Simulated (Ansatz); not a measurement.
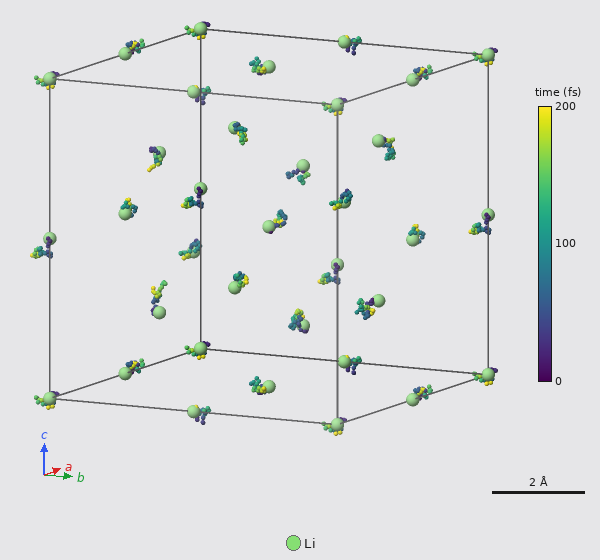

First-principles dynamics of a 16-atom cell of Li, 200 fs long. The cell was cut from the bcc crystal. Dots mark each atom's position at evenly spaced times, coloured by time; spheres stand at the starting positions. Seen from a free direction in the simulation cell.

Level of theory: DFT PBEsol, scalar-relativistic, plane waves, PAW in Ansatz 0.2.0. Set-up: plane-wave cutoff 420 eV; k-point mesh 2 × 2 × 2; Fermi-Dirac smearing 0.11 eV; low-accuracy preset; volume 1.05 times that of the relaxed crystal; Langevin thermostat (NVT); set temperature 1300 K; time step 1 fs; friction 0.5 per fs.

What do the traces tell about the motion?

Answer. In the second half of the run the atoms are, in the root-mean-square, this far from where they began (common drift taken out): Li 0.36 Å. That is small against the typical shortest distance between atoms in the first frame, about 3.1 Å: the atoms vibrate about their sites and the arrangement holds. Over the second half the temperature averages 1352 K (spread ±245 K). The potential energy is still drifting at the end, so the run hasn't reached equilibrium. The potential energy in the second half lies on average 67.6 meV per atom above the first frame. The friction is so strong that the slow modes are overdamped, and the motion no longer resembles free dynamics.

Limits of the set-up: the k-point mesh is coarse for a cell with partly filled bands; the program's low-accuracy preset was used.

The run took 12 min on 1 thread of Arm Neoverse V1 (shared host), peak memory 0.51 GiB.
